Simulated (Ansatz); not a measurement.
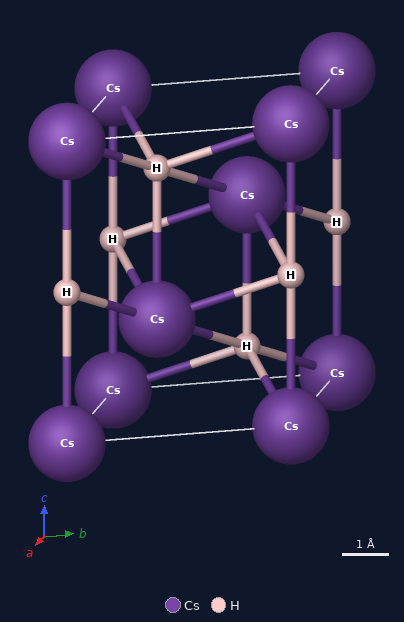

Fig. 1: The structure (ball-and-stick view of the cell 3 times as large as that of the calculation, set on its symmetry axes, seen slightly off an axis). Near neighbours in the crystal (not all of them lie inside the picture): Cs has 8 H at 3.22 to 3.43 Å; H has 8 Cs at 3.22 to 3.43 Å.

# Run report: CsH, band-structure calculation

The run: band-structure calculation of CsH (R-3m, 2 atoms in the cell). Method and program: DFT, r2SCAN, plane waves, PAW, no spin polarisation (Ansatz 0.2.0).

The structure was built on a prototype by a generator. The geometry comes from this level: r2SCAN (a point of a series of strains). It belongs to a series of runs on one base structure; here: epitaxial_111 strain -3.2%.

### Log
```
scf.n_extra_bands = 4 over 5 filled bands (N_el = 10.0): the run solves 9 bands
Engine: ansatz 0.2.0, x86_64-unknown-linux-gnu
Pseudopotentials: kind: paw
Pseudopotential: Cs, paw, valence charge 9, recommended cutoff 500 eV (meta_gga), Cs.paw.azcp
Pseudopotential: H, paw, valence charge 1, recommended cutoff 500 eV (meta_gga), H.paw.azcp
Functional definition: r2SCAN
  parameter k0 = 0.174
  parameter k1 = 0.065
  parameter a1 = 4.9479
  exchange = r2scan_x(k0 = k0, k1 = k1, a1 = a1)
  correlation = r2scan_c
Crystal: 2 atoms, lattice volume = 53.871 Å³
Basis set: ecut = 500 eV, 1359 PW (Γ), exchange–correlation on 120×120×120 points (64 copies of the dense FFT grid, shifted against one another)
Bands: 9, of which v1, the nominal top of the filled ones, is band 5 counted from 1 (4 counted from 0)
Symmetry: 12 space group operations
Space group: R-3m (ITA 166), of the structure as read, at distance tolerance 3.8e-5 Å
k-points: 32 of 216
Non-local potential: Cs, projectors of the file, l = 0: 3, l = 1: 2, l = 2: 2, l = 3: 2
Non-local potential: H, projectors of the file, l = 0: 2, l = 1: 1
PAW form: soft (Blöchl's): semilocal exchange-correlation on the pseudo side does not see the compensation charge
PAW frozen core: Cs, regenerated for the run's functional (the file was generated under x = pbe(κ = 0.804, μ = 0.2195149727645171), c = pbe(β = 0.06672455060314922))
PAW one-centre angular grid: Cs, 302 points (default); XC on 160 Gauss nodes
PAW one-centre angular grid: H, 302 points (default); XC on 160 Gauss nodes
Initial density: superposition of atomic densities (neutral atoms: chi_scale 0, normalization atom), corrected by the library's trained network
Initial wavefunctions: pseudopotential atomic-orbital guess
Functional: x = r2scan, c = r2scan; τ floored in thin density (d = 2e-4 eV/Å³)
SCF iter   1: F=—  HF=-5702.342087 eV  |F-HF|=—  |Δ(HF+E_count)|=         —  Δρ=3.68e-3  dr2=7.22e-3  dr2_τ=7.23e-4  ethr=1.77e-3  ⟨swp⟩=5.1  Hψ=1919  notcnv=0  defer=56
preconditioner: auto → none  [insulator: Δε(μ)=2.941 eV  Ē_g=12.583 eV  n_scr=6 (ndim 8)  ℏωp=14.3 eV  f_vac=0.000  ε∞_Penn≈2.3]
SCF iter   2: F=—  HF=-5702.352969 eV  |F-HF|=—  |Δ(HF+E_count)|=   1.09e-2  Δρ=1.35e-3  dr2=7.30e-4  dr2_τ=5.28e-5  ethr=7.22e-5  ⟨swp⟩=2.4  Hψ=756  notcnv=0  defer=63
SCF iter   3: F=—  HF=-5702.353107 eV  |F-HF|=—  |Δ(HF+E_count)|=   1.38e-4  Δρ=3.01e-4  dr2=3.78e-5  dr2_τ=5.90e-6  ethr=7.30e-6  ⟨swp⟩=2.1  Hψ=486  notcnv=0  defer=63
SCF iter   4: F=—  HF=-5702.353123 eV  |F-HF|=—  |Δ(HF+E_count)|=   1.64e-5  Δρ=6.32e-5  dr2=1.60e-6  dr2_τ=7.92e-8  ethr=3.78e-7  ⟨swp⟩=2.8  Hψ=448  notcnv=0  defer=51
iter 5 did not close the SCF: its close was put off for the readings that it lacked (scf_convergence_deferred on its scf_iter line)
SCF iter   5: F=-5702.353125 eV  HF=-5702.353125 eV  |F-HF|=1.84e-8  |Δ(HF+E_count)|=   1.49e-6  Δρ=7.68e-6  dr2=1.63e-8  dr2_τ=2.22e-9  ethr=1.60e-8  ⟨swp⟩=2.0  Hψ=427  notcnv=0  defer=58
SCF iter   6: F=-5702.353125 eV  HF=-5702.353125 eV  |F-HF|=1.60e-10  |Δ(HF+E_count)|=   1.99e-8  Δρ=9.42e-7  dr2=4.09e-10  dr2_τ=4.18e-11  ethr=1.63e-10  ⟨swp⟩=10.0  Hψ=2594  notcnv=0
SCF 1 converged in 6 iterations: F = -5702.353125 eV  dr2 = 4.09e-10
  greatest PAW one-centre occupation: 0.913 electrons in one spin orbital (limit 2), on the Cs atom at site 0 (counted from 0), in its partial waves of l = 0
NSCF: frozen V_eff on 4 k-points
SCF converged after 6 iterations
Free energy (F): -5702.353125 eV
Harris-Foulkes:  -5702.353125 eV  (|F-HF|=1.60e-10)
Internal energy: -5702.353125 eV  (E = F + TS)
E sigma→0 (E₀):  -5702.353125 eV
Fermi energy:    4.397333 eV
--- Per-component energies (eV) ---
  E_band       = -53.859576
  E_kinetic    = 156.012952
  E_local      = -227.564725  (includes V_loc(G=0)·N_el)
  E_nonlocal   = 30.511977
  E_hartree    = 75.617756
  E_xc         = -172.188778
  E_vxc        = -150.763673  (∫ρ·V_xc dr)
  E_paw        = -5093.690878  (= ΣΔE_a)
  E_vpaw       = -20.266694  (= ΣTr[D̂ρ^β])
  E_aug_tail   = -0.000392  (compensation charges beyond the density's cutoff)
  E_vtau       = 6.975279  (kinetic-family band-sum trace: ∫τ·v_τ [+ j·A + Jᵃ·Aᵃ] dr)
  E_ewald      = -471.100916
  E_core_change = 0.049879  (= ΣΔE_core)
  E_smearing   = -0.000000  (= −TS)
  E_closure    = 0.000000  (closes the sum)
  Σ components = -5702.353125   (vs F -5702.353125, Δ=0.00e0)
--- Forces (eV/Å), atoms counted from 1 ---
  atom   1  Cs    -0.00000000     0.00000000     0.00000000
  atom   2  H      0.00000000    -0.00000000    -0.00000000
  max |Σ_I F_I| component: 7.56e-31 eV/Å
--- Stress (GPa, compression-positive) ---
        0.520155      -0.236637      -0.236637
       -0.236637       0.520155      -0.236637
       -0.236637      -0.236637       0.520155
  P = ⅓ Tr σ = 0.5202 GPa (5.202 kbar)
--- Band table (eV; the first three rows and the last of 32) ---
  k-point 0: bands = ["-18.0116", "-3.6675", "-3.6675", "-3.6327", "2.5102", "8.2640", "8.2640", "12.5392", "14.5638"]
  k-point 1: bands = ["-17.9675", "-4.1372", "-3.6266", "-3.6049", "2.9199", "8.4284", "8.7596", "11.8463", "12.8998"]
  k-point 2: bands = ["-17.8766", "-4.9445", "-3.5427", "-3.5253", "3.7303", "8.3613", "8.8097", "11.5544", "11.7367"]
  k-point 31: bands = ["-17.4932", "-4.8367", "-4.6450", "-4.6450", "4.3973", "7.2952", "7.7200", "7.7200", "16.3989"]
```

### File v_z.tsv
```
# z_ang	v_es[eV]	v_tot[eV]
# format = ansatz-planar-average/11
# xc	r2scan
# density_cutoff_ev	2000
# datasets	Cs=:simpson_from_first_knot:soft:shift=0	H=:simpson_from_first_knot:soft
# lattice	3.778765720	0.088076004	0.088076004
# lattice	0.088076004	3.778765720	0.088076004
# lattice	0.088076004	0.088076004	3.778765720
# sites	2
# site	55	0.000000000	0.000000000	0.000000000
# site	1	1.977458864	1.977458864	1.977458864
0.000000	-1.640773e0	-1.244733e1
0.126027	-1.541081e0	-1.230901e1
0.252055	-1.244085e0	-1.183936e1
0.378082	-7.396979e-1	-1.095496e1
0.504109	-1.042290e-2	-9.734675e0
0.630136	9.756344e-1	-8.240437e0
0.756164	2.217100e0	-6.518369e0
0.882191	3.637724e0	-4.628420e0
1.008218	5.034425e0	-2.763415e0
1.134245	6.167623e0	-1.226015e0
1.260273	6.911372e0	-1.431894e-1
1.386300	7.367213e0	5.919950e-1
1.512327	7.515945e0	8.990665e-1
1.638354	7.296590e0	4.692897e-1
1.764382	6.979814e0	-9.081278e-2
1.890409	6.814061e0	-2.591864e-1
2.016436	6.979814e0	-9.081278e-2
2.142464	7.296590e0	4.692897e-1
2.268491	7.515945e0	8.990665e-1
2.394518	7.367213e0	5.919950e-1
2.520545	6.911372e0	-1.431894e-1
2.646573	6.167623e0	-1.226015e0
2.772600	5.034425e0	-2.763415e0
2.898627	3.637724e0	-4.628420e0
3.024654	2.217100e0	-6.518369e0
3.150682	9.756344e-1	-8.240437e0
3.276709	-1.042290e-2	-9.734675e0
3.402736	-7.396979e-1	-1.095496e1
3.528764	-1.244085e0	-1.183936e1
3.654791	-1.541081e0	-1.230901e1
```

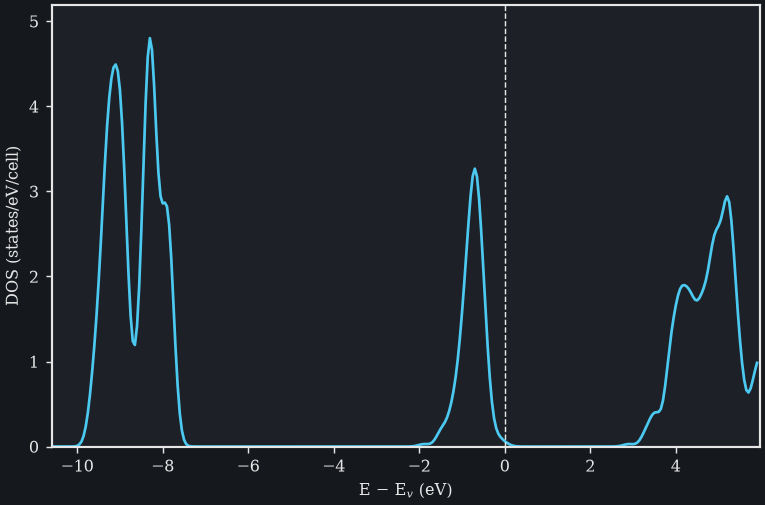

Fig. 2: Density of states (the curve is built from the levels of the k mesh with Gaussians 0.3 eV wide, which also blur the band edges), with energies from the valence-band top. There is a gap of 2.90 eV on the k-point mesh. Small ripples come from the finite k-point mesh.

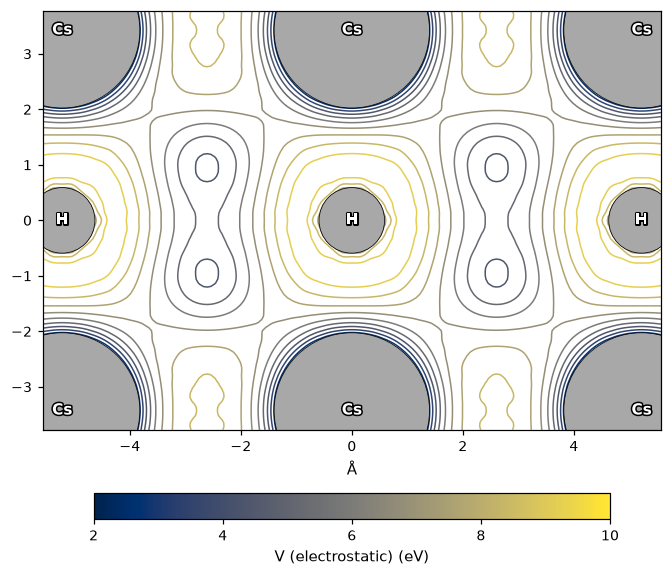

Fig. 3: Electrostatic potential (local pseudopotential plus Hartree) felt by an electron on the (100) plane of the conventional cell. Grey discs, where drawn, cover atomic cores. The plane passes through Cs and H nuclei. Outside the cores the potential energy rises away from the atoms and is highest about 1.0 Å from the nearest atoms; outside the discs it spans about 7 eV, and its zero is arbitrary. In a PAW calculation such maps are meaningful between the atoms, not at the nuclei.

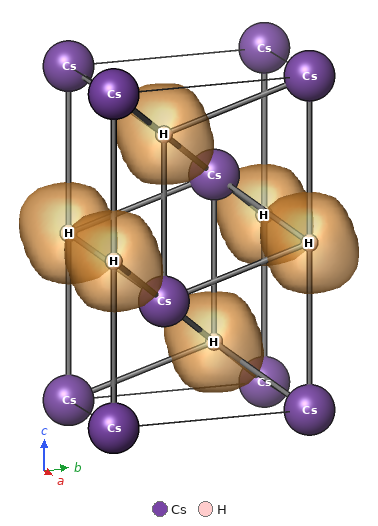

Fig. 4: Isosurface of the ELF at 0.9 (orange), seen slightly off an axis. Only the valence region is drawn (cores and ρ < 0.01 e/Å³ removed). Sticks mark near contacts. The outline is the cell set on symmetry axes. Values along the shortest contacts: Cs–H (3.22 Å): the ELF climbs to about 1 towards the hydrogen, as it does in any bond to H. Cs–H (3.43 Å): the ELF climbs to about 1 towards the hydrogen.

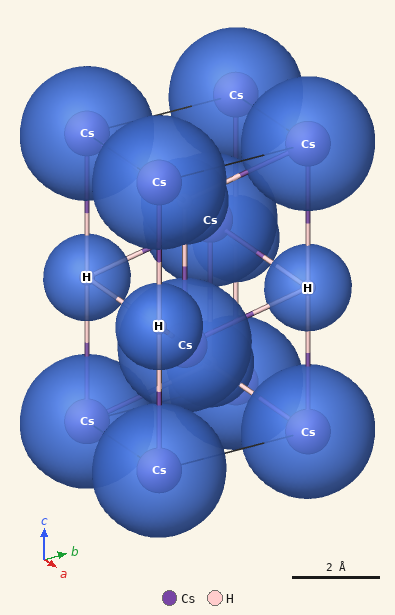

Fig. 5: Isosurface of the valence pseudo-density at 0.1 e/Å³ (blue), seen slightly off an axis. Sticks mark near contacts. The outline is the cell set on symmetry axes. At this value the density breaks into separate islands; it holds about 85 % of the electrons treated as valence (semicore included). It is pinched off along the Cs–H (3.22 Å) and Cs–H (3.43 Å) contacts. On the grid the lowest density along these lines, outside the cores, is 0.06 e/Å³ (Cs–H, 3.22 Å) and 0.05 e/Å³ (Cs–H, 3.43 Å).

The run was set up as follows.

### Input file
```yaml
crystal:
  lattice:
    - [3.7787657201, 0.0880760037, 0.0880760037]
    - [0.0880760037, 3.7787657201, 0.0880760037]
    - [0.0880760037, 0.0880760037, 3.7787657201]
  atoms:
    - { symbol: Cs, position: [0.0, 0.0, 0.0] }
    - { symbol: H, position: [0.5, 0.5, 0.5] }
kpoints:
  mp_grid: { grid: [6, 6, 6] }
  band_path:
    path: [[0.0, 0.0, 0.0], [0.0, 0.5, 0.0], [0.5, 0.5, 0.0], [0.5, 0.5, 0.5]]
    npoints: 1
hamiltonian:
  xc: r2scan
scf:
  occupations: { method: fixed }
  n_extra_bands: 4
output:
  forces: true
  stress: true
  eigenvalues: true
  write_density: true
  write_potential: true
  elf: true
  volumetric_format: npy
```

Command:
```bash
ansatz run input.yaml --threads 4 --pin off --max-ram 3686MiB --backend cpu --events-out ev --progress --plain --runs-dir out
```

### Summary

| quantity | value |
| --- | --- |
| outcome | converged |
| space group (tolerance 0.01 Å) | R-3m (166) |
| electrons treated | 10 |
| free energy | −5702.3531 eV |
| Fermi energy | 4.397 eV |
| gap on the k-point mesh | 2.90 eV |
| pressure | 0.52 GPa |
| largest force (length of the vector) | under 0.001 eV/Å |
| hardware | 4 threads of an x86-64 CPU, shared host |
| wall time | 3.3 s (CPU time 8.2 s) |
| peak memory | 0.46 GiB |
